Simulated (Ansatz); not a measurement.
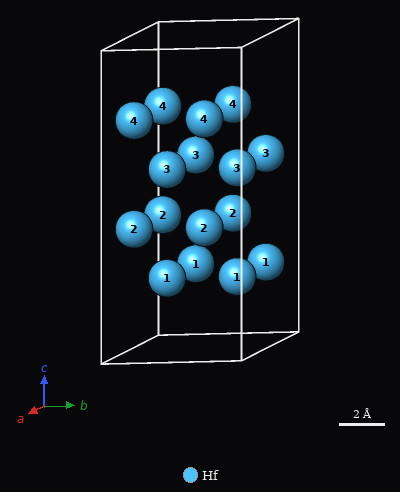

Figure 1. The structure (spheres-only view of the 2 × 2 repeat of the cell, with the vacuum cut short, seen slightly off an axis; atoms are numbered from 1 in the order of the input).

## Single-point calculation of Hf

System: Hf (slab, 4 atoms in the cell).
Method: DFT PBE, scalar-relativistic, plane waves, PAW, no spin polarisation (Ansatz 0.2.0).

It belongs to a series of runs on one base structure; here: vacuum: 7. Figures and captions count atoms from 1; the log counts them from 0 in places.

Output:
```
Engine: ansatz 0.2.0, aarch64-unknown-linux-gnu
Pseudopotentials: kind: paw
Pseudopotential: Hf, paw, valence charge 26, recommended cutoff 420 eV (normal), Hf.paw.azcp
Functional definition: PBE
  parameter kappa = 0.804
  parameter beta = 0.06672455060314922
  exchange = pbe_x(kappa = kappa, mu = beta*pi^2/3)
  correlation = pbe_c(beta = beta)
Crystal: 4 atoms, lattice volume = 129.872 Å³
Basis set: ecut = 420 eV, 2593 PW (Γ), exchange–correlation on 48×48×200 points (8 copies of the dense FFT grid, shifted against one another)
Bands: 63, of which v1, the nominal top of the filled ones, is band 52 counted from 1 (51 counted from 0)
Symmetry: 6 space group operations
k-points: 19 of 144 (time reversal used)
Non-local potential: Hf, projectors of the file, l = 0: 3, l = 1: 2, l = 2: 2, l = 3: 3
PAW form: soft (Blöchl's): semilocal exchange-correlation on the pseudo side does not see the compensation charge
PAW one-centre angular grid: Hf, 590 points (default); XC on 64 Gauss nodes
Initial density: superposition of atomic densities (neutral atoms: chi_scale 0, normalization atom), corrected by the library's trained network
Initial wavefunctions: pseudopotential atomic-orbital guess
Functional: x = pbe(κ = 0.804, μ = 0.2195149727645171), c = pbe(β = 0.06672455060314922)
SCF iter   1: F=—  HF=-62883.489722 eV  |F-HF|=—  |Δ(HF+E_count)|=         —  Δρ=9.51e-3  dr2=2.59e0  ethr=1.77e-3  p=0.000 e·Å  D=5.04e-14 V/Å  ΔV_dip=-0.00 eV  dr2_dipole=5.20e-7  V_vac-E_F(+/−)=4.30/4.30 eV  ⟨swp⟩=4.5  Hψ=3623  notcnv=0
efield: sawtooth ramp at fractional position 0.9800 (placed from the atoms, in the widest stretch of the axis that holds none; the zero of the levels goes with the place), width 0.0400; the density the first Hamiltonian is built on has a dipole p = 0.000 e·Å; the dipole correction subtracts the counter field D = 5.04e-14 V/Å, which shifts the + side's vacuum level by -0.00 eV against the − side's; the planar-averaged density in the ramp window peaks in size at 1.0e-2 e/Å³
preconditioner: auto → LDOS  [metal: Δε(μ)=0.018 eV  Ē_g=17.075 eV  σ=0.100 eV  W_gap=0.10  n_scr=54 (ndim 8)  ℏωp=31.9 eV  f_vac=0.251  D(μ)=5.88/eV (n_scr^D=66)  β→1.0]
SCF iter   2: F=—  HF=-62883.422886 eV  |F-HF|=—  |Δ(HF+E_count)|=   6.68e-2  Δρ=3.01e-3  dr2=6.86e-2  ethr=1.77e-3  p=-0.000 e·Å  D=-1.26e-5 V/Å  ΔV_dip=0.00 eV  dr2_dipole=6.72e-7  V_vac-E_F(+/−)=4.17/4.17 eV  ⟨swp⟩=2.1  Hψ=1536  notcnv=0  defer=48
SCF iter   3: F=—  HF=-62883.419390 eV  |F-HF|=—  |Δ(HF+E_count)|=   3.50e-3  Δρ=1.82e-3  dr2=2.25e-2  ethr=6.60e-5  p=-0.000 e·Å  D=-2.61e-6 V/Å  ΔV_dip=0.00 eV  dr2_dipole=7.85e-9  V_vac-E_F(+/−)=4.21/4.21 eV  ⟨swp⟩=2.0  Hψ=2222  notcnv=0  defer=48
SCF iter   4: F=—  HF=-62883.417895 eV  |F-HF|=—  |Δ(HF+E_count)|=   1.50e-3  Δρ=4.82e-4  dr2=1.77e-3  ethr=2.17e-5  p=-0.000 e·Å  D=-2.20e-6 V/Å  ΔV_dip=0.00 eV  dr2_dipole=5.30e-9  V_vac-E_F(+/−)=4.21/4.21 eV  ⟨swp⟩=1.5  Hψ=1334  notcnv=0  defer=48
SCF iter   5: F=—  HF=-62883.418069 eV  |F-HF|=—  |Δ(HF+E_count)|=   1.73e-4  Δρ=1.87e-4  dr2=5.67e-5  ethr=1.70e-6  p=-0.000 e·Å  D=-1.17e-6 V/Å  ΔV_dip=0.00 eV  dr2_dipole=1.45e-8  V_vac-E_F(+/−)=4.22/4.22 eV  ⟨swp⟩=1.5  Hψ=1163  notcnv=0  defer=48
SCF iter   6: F=—  HF=-62883.418137 eV  |F-HF|=—  |Δ(HF+E_count)|=   6.86e-5  Δρ=9.78e-5  dr2=3.06e-5  ethr=5.45e-8  p=-0.000 e·Å  D=-6.28e-7 V/Å  ΔV_dip=0.00 eV  dr2_dipole=1.83e-8  V_vac-E_F(+/−)=4.22/4.22 eV  ⟨swp⟩=2.2  Hψ=2193  notcnv=0  defer=46
SCF iter   7: F=—  HF=-62883.418132 eV  |F-HF|=—  |Δ(HF+E_count)|=   4.83e-6  Δρ=3.16e-5  dr2=2.84e-6  ethr=2.94e-8  p=-0.000 e·Å  D=-2.83e-7 V/Å  ΔV_dip=0.00 eV  dr2_dipole=3.73e-11  V_vac-E_F(+/−)=4.23/4.23 eV  ⟨swp⟩=2.0  Hψ=1923  notcnv=0  defer=46
SCF iter   8: F=—  HF=-62883.418133 eV  |F-HF|=—  |Δ(HF+E_count)|=   1.10e-6  Δρ=1.20e-5  dr2=4.98e-7  ethr=2.73e-9  p=-0.000 e·Å  D=-1.07e-7 V/Å  ΔV_dip=0.00 eV  dr2_dipole=2.51e-12  V_vac-E_F(+/−)=4.23/4.23 eV  ⟨swp⟩=2.1  Hψ=1969  notcnv=0  defer=46
SCF iter   9: F=-62883.418134 eV  HF=-62883.418134 eV  |F-HF|=3.22e-9  |Δ(HF+E_count)|=   1.45e-7  Δρ=5.48e-6  dr2=8.86e-8  ethr=9.62e-11  p=-0.000 e·Å  D=-4.66e-8 V/Å  ΔV_dip=0.00 eV  dr2_dipole=1.15e-11  V_vac-E_F(+/−)=4.23/4.23 eV  ⟨swp⟩=11.3  Hψ=5876  notcnv=0
WARN: efield: at this solve's end the planar-averaged density reaches 1.03e-2 e/Å³ inside the ramp window [0.9115, 0.0885] (bound 1e-5 e/Å³); the window's nearer edge stands 2.21 Å from this solve's nearest atom along the axis. Its work functions, free energy, forces, stress, dipole, levels and responses can be off, and this figure does not tell by how much. The cell may have no vacuum along `efield.axis`. A short vacuum, a low `basis.ecutwfc` or `basis.ecutrho_ratio` and negative occupations (`scf.occupations.method`) can put density there. See the manual's quickstart, § The vacuum guard
SCF 1 converged in 9 iterations: F = -62883.418134 eV  dr2 = 8.86e-8
  greatest PAW one-centre occupation: 0.999 electrons in one spin orbital (limit 2), on the Hf atom at site 0 (counted from 0), in its partial waves of l = 0
```

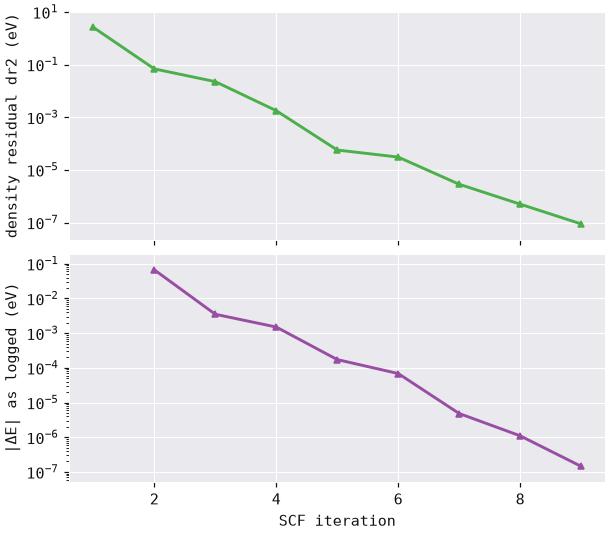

Figure 2. Convergence of the self-consistent field: density residual dr2 and size of the energy change against the SCF iteration. The residual falls at every step.

```
SCF converged after 9 iterations
Free energy (F): -62883.418134 eV
Harris-Foulkes:  -62883.418134 eV  (|F-HF|=3.22e-9)
Internal energy: -62883.380944 eV  (E = F + TS)
E sigma→0 (E₀):  -62883.399539 eV
Entropy (-TS):   -0.037190 eV (-9.297 meV/atom)
Fermi energy:    12.540311 eV
Dipole field:    D = -0.000006 V/Å  (p = -0.000004 e·Å, saw-weighted, corrected)
Work function:   Φ+ = 4.2295 eV (in doubt: plateau slope 1.3e0 eV/Å)   Φ− = 4.2294 eV (in doubt: plateau slope 1.3e0 eV/Å)
Levels:          The Fermi level and band energies are counted from a zero that moves with the ramp; work functions are not
Vacuum region:   at the solve's end the planar-averaged density reaches 1.03e-2 e/Å³ inside the ramp window [0.9115, 0.0885] (bound 1e-5 e/Å³)
--- Per-component energies (eV) ---
  E_band       = -626.991362
  E_kinetic    = 1690.818396
  E_local      = -48262.587127  (includes V_loc(G=0)·N_el)
  E_nonlocal   = -4978.043247
  E_hartree    = 23146.337459
  E_xc         = -1197.010606
  E_vxc        = -1060.071451  (∫ρ·V_xc dr)
  E_paw        = -27709.906668  (= ΣΔE_a)
  E_vpaw       = 5690.203208  (= ΣTr[D̂ρ^β])
  E_aug_tail   = -0.000005  (compensation charges beyond the density's cutoff)
  E_efield     = 0.000000  (sawtooth field / dipole correction)
  E_vefield    = 0.000000  (∫n·V_field dr)
  E_ewald      = -5572.989147
  E_smearing   = -0.037190  (= −TS)
  E_closure    = 0.000000  (closes the sum)
  Σ components = -62883.418134   (vs F -62883.418134, Δ=0.00e0)
--- Forces (eV/Å), atoms counted from 1 ---
  atom   1  Hf     0.00000000    -0.00000000     0.55545764
  atom   2  Hf     0.00000000     0.00000000    -0.79589523
  atom   3  Hf     0.00000000    -0.00000000     0.79589637
  atom   4  Hf    -0.00000000     0.00000000    -0.55545652
  max |Σ_I F_I| component: 2.26e-6 eV/Å
--- Stress (GPa, compression-positive) ---
       -2.765233       0.000000       0.000000
       -0.000000      -2.765233       0.000000
        0.000000       0.000000      -3.166877
  P = ⅓ Tr σ = -2.8991 GPa (-28.991 kbar)
--- Band table (eV; the first three rows and the last of 19) ---
  k-point 0: bands = ["-49.6910", "-49.6910", "-49.2397", "-49.2051", "-18.5484", "-18.4986", "-18.0527", "-18.0197", "-18.0197", "-18.0194", "-18.0194", "-17.6753", "-17.6383", "-17.6383", "-17.5755", "-17.5755", "0.3107", "0.3107", "0.3457", "0.3457", "0.3457", "0.3457", "0.3493", "0.3493", "0.3493", "0.3493", "0.3503", "0.3503", "0.4246", "0.4246", "0.7864", "0.7971", "0.8068", "0.8068", "0.8079", "0.8079", "0.8095", "0.8226", "0.8364", "0.8364", "0.8481", "0.8481", "0.8780", "0.8798", "5.6727", "6.6667", "7.8701", "8.7394", "12.2914", "12.8151", "13.0086", "13.0431", "13.6761", "13.6761", "13.7256", "13.7256", "13.7727", "13.9107", "13.9107", "14.3486", "14.3486", "15.6764", "15.6764"]
  k-point 1: bands = ["-49.6887", "-49.6886", "-49.2369", "-49.2033", "-18.5377", "-18.4928", "-18.0850", "-18.0591", "-18.0287", "-18.0283", "-18.0225", "-17.7016", "-17.6494", "-17.6487", "-17.6096", "-17.5821", "0.3121", "0.3121", "0.3438", "0.3438", "0.3456", "0.3456", "0.3488", "0.3488", "0.3504", "0.3504", "0.3534", "0.3534", "0.4208", "0.4208", "0.7885", "0.7999", "0.8058", "0.8074", "0.8076", "0.8096", "0.8123", "0.8240", "0.8350", "0.8362", "0.8458", "0.8477", "0.8743", "0.8759", "5.8763", "6.8642", "8.0718", "8.9499", "12.2839", "12.6565", "12.7858", "13.0420", "13.3503", "13.4723", "13.7328", "13.8308", "13.8995", "14.0273", "14.0769", "14.2602", "14.5162", "15.4831", "15.5379"]
  k-point 2: bands = ["-49.6824", "-49.6823", "-49.2292", "-49.1986", "-18.5087", "-18.4774", "-18.1820", "-18.1638", "-18.0530", "-18.0524", "-18.0249", "-17.7921", "-17.6978", "-17.6764", "-17.6606", "-17.6008", "0.3157", "0.3157", "0.3382", "0.3383", "0.3445", "0.3445", "0.3480", "0.3480", "0.3538", "0.3538", "0.3621", "0.3621", "0.4108", "0.4108", "0.7930", "0.8033", "0.8058", "0.8090", "0.8106", "0.8138", "0.8193", "0.8271", "0.8321", "0.8359", "0.8397", "0.8459", "0.8646", "0.8664", "6.4541", "7.4144", "8.6225", "9.5211", "12.0736", "12.2337", "12.3837", "12.7697", "12.9768", "13.1175", "13.5397", "13.9299", "14.2082", "14.2932", "14.3259", "14.5643", "14.9613", "15.1897", "15.3719"]
  k-point 18: bands = ["-49.6521", "-49.6521", "-49.1840", "-49.1840", "-18.4232", "-18.4232", "-18.4034", "-18.4001", "-18.3938", "-18.3938", "-18.0461", "-18.0243", "-18.0243", "-17.9127", "-17.7556", "-17.7556", "0.3264", "0.3264", "0.3272", "0.3272", "0.3353", "0.3353", "0.3574", "0.3574", "0.3579", "0.3579", "0.3627", "0.3627", "0.4062", "0.4062", "0.7986", "0.8074", "0.8074", "0.8156", "0.8185", "0.8185", "0.8207", "0.8207", "0.8255", "0.8370", "0.8373", "0.8373", "0.8597", "0.8597", "10.7349", "10.8458", "10.8458", "11.0897", "11.2085", "11.5196", "11.5196", "12.5068", "12.5068", "12.7086", "12.7155", "12.9720", "12.9720", "14.7310", "15.4127", "16.2804", "16.2804", "17.0438", "17.8132"]
```

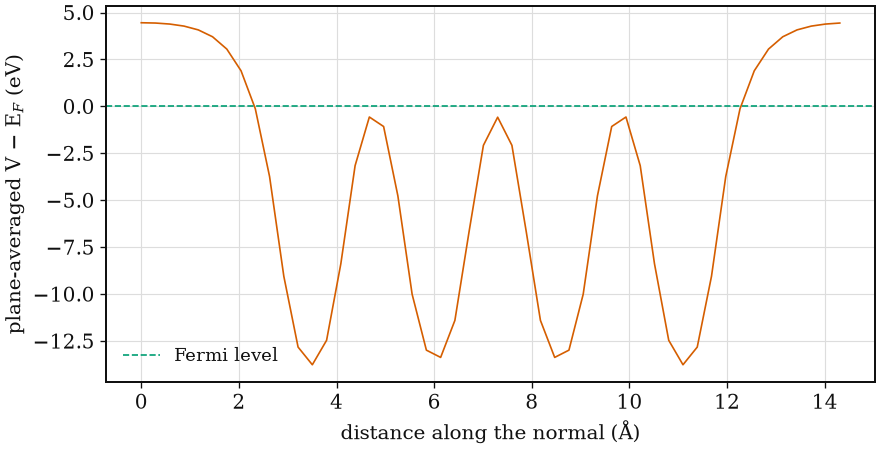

Figure 3. Plane average of the electrostatic potential energy of an electron across the cell, from the Fermi level. The vacuum level lies 4.23 eV above the Fermi level.

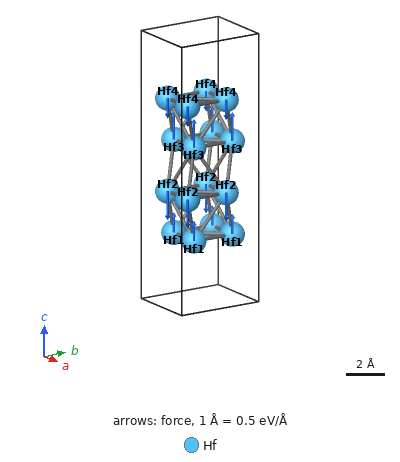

Figure 4. Forces on the atoms as blue arrows (ball-and-stick view of the 2 × 2 repeat of the cell, with the vacuum cut short, seen slightly off an axis; atoms are numbered from 1 in the order of the input). The largest act on Hf2, Hf3 (0.80 eV/Å); Hf1, Hf4 (0.56 eV/Å). The geometry is not a stationary point of this energy.

This output came from the following input.

Input:
```yaml
crystal:
  lattice:
    - [3.2047644779, 0.0, 0.0]
    - [-1.602382239, 2.775407451, 0.0]
    - [0.0, 0.0, 14.6013660601]
  atoms:
    - { symbol: Hf, position: [0.3333333333, 0.6666666667, 0.2397035993] }
    - { symbol: Hf, position: [0.6666666667, 0.3333333333, 0.4132345331] }
    - { symbol: Hf, position: [0.3333333333, 0.6666666667, 0.5867654669] }
    - { symbol: Hf, position: [0.6666666667, 0.3333333333, 0.7602964007] }
basis:
  ecutwfc: 420
kpoints:
  mp_grid: { grid: [12, 12, 1] }
hamiltonian:
  xc: pbe
scf:
  occupations: { method: gaussian, width: 0.1 }
output:
  forces: true
  stress: true
  eigenvalues: true
efield:
  axis: 3
  dipole_correction: true
  ramp_width: 0.04
```

Launch command:
```bash
ansatz run input.yaml --threads 2 --pin off --max-ram 5632MiB --backend cpu --events-out ev --progress --plain --runs-dir out
```

Summary:

```json
{"quantity": "outcome", "value": "converged"}
{"quantity": "electrons treated", "value": "104"}
{"quantity": "free energy", "value": "−62883.4181 eV"}
{"quantity": "work function, top face", "value": "4.23 eV"}
{"quantity": "work function, bottom face", "value": "4.23 eV"}
{"quantity": "Fermi energy", "value": "12.540 eV"}
{"quantity": "gap on the k-point mesh", "value": "none (metallic)"}
{"quantity": "work function (upper face)", "value": "4.23 eV"}
{"quantity": "largest force (length of the vector)", "value": "0.796 eV/Å"}
{"quantity": "hardware", "value": "2 threads of Arm Neoverse V1, 24 GiB of memory available, shared host"}
{"quantity": "wall time", "value": "7.7 s (CPU time 15 s)"}
{"quantity": "peak memory", "value": "0.42 GiB"}
```

The program warns: the density in the vacuum is higher than it should be, so vacuum levels may be off. Spin–orbit coupling is left out, which matters for Hf.
